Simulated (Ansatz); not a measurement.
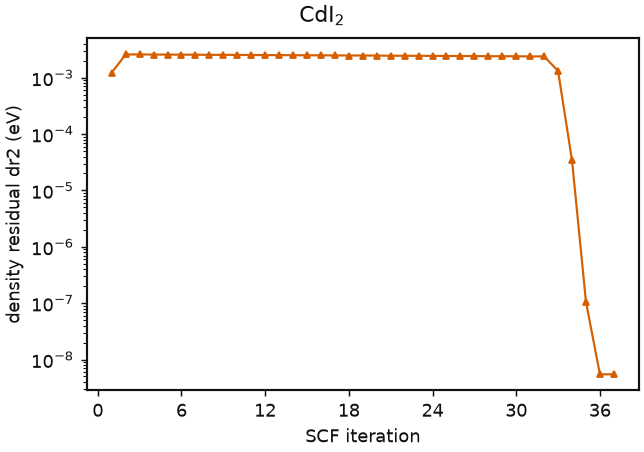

The plot shows the SCF iterations of a calculation: density residual dr2. The starting density is a sum of atomic densities corrected by a trained network.

CdI2 (3 atoms in the cell), run with Ansatz.

```
crystal:
  lattice:
    - [4.329711828365, 0.0, 0.0]
    - [-2.164855914183, 3.74964043443, 0.0]
    - [0.0, 0.0, 7.8151329916]
  atoms:
    - { symbol: Cd, position: [0.0, 0.0, 0.0] }
    - { symbol: I, position: [0.3333333333333, 0.6666666666667, 0.2199462841] }
    - { symbol: I, position: [0.6666666666667, 0.3333333333333, 0.7800537159] }
basis:
  ecutwfc: 420
  ecutrho_ratio: 4
kpoints:
  mp_grid: { grid: [10, 10, 6] }
hamiltonian:
  xc: pbe
scf:
  occupations: { method: gaussian, width: 0.05 }
  mixing: { algorithm: anderson, beta: 0.001, ndim: 1 }
  max_iter: 80
output:
  forces: true
  stress: true
```

Launched with:
```bash
ansatz run input.yaml --threads 4 --pin off --max-ram 7168MiB --backend cpu --events-out ev --progress --plain --runs-dir out
```

### Did the calculation converge?

The run converged; it took 37 iterations. Up to iteration 32 density mixing fails to converge: the residual never comes down: it stays between about 1.2 × 10⁻³ and 2.6 × 10⁻³. After iteration 32 the program gave up density mixing and went on by direct minimisation of the free energy, which closed the SCF. From the first spectrum the program read the system as an insulator and chose the Resta preconditioner.

### Is anything amiss with this input?

The input holds an odd setting (mixing far too weak), but it does no harm here: the energy lies within 1 meV per atom of a run with usual settings.
